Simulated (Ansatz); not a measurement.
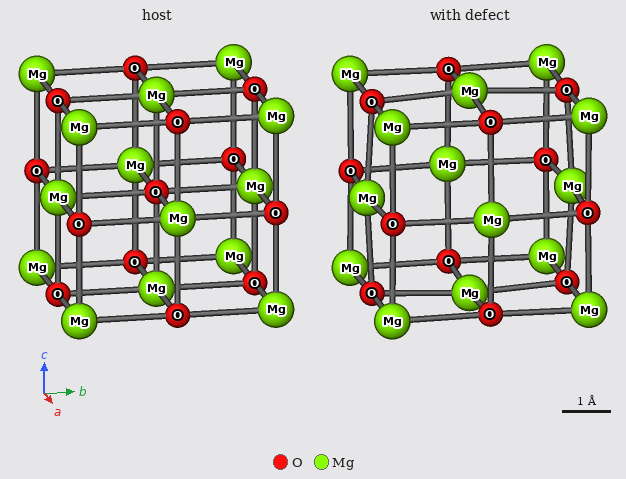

Left: perfect MgO. Right: the same region with one point defect, after relaxing the atoms in a supercell of 64 sites. The picture is a ball-and-stick view of the atoms within 3.8 Å of one point, seen slightly off an axis.

The calculation used DFT, PBEsol, PAW, plane waves in Ansatz. Settings: plane-wave cutoff 420 eV; k-point mesh 1 × 1 × 1; mesh shifted by (0.25, 0.25, 0.25); collinear spin. Fermi-Dirac smearing of 0.01 eV. A uniform background neutralises the charged cell. The axes drawn are those of the host's conventional cell.

### What kind of defect was made?

An oxygen atom is taken out (a vacancy).

The charge state of the cell is +1.

### How does the lattice respond?

Around the empty O site the host had 6 Mg at 2.11 Å; after relaxation the nearest atoms are 6 Mg at 2.20 Å. Of the host's atoms, a magnesium atom moves furthest from its site, by 0.09 Å. The cell's net moment is 1.00 μB.

Limits of the set-up: the periodic images lie only 8.4 Å apart, so the values are limited by the cell's size; the cell is charged, on a uniform background, and energies carry no finite-size correction.
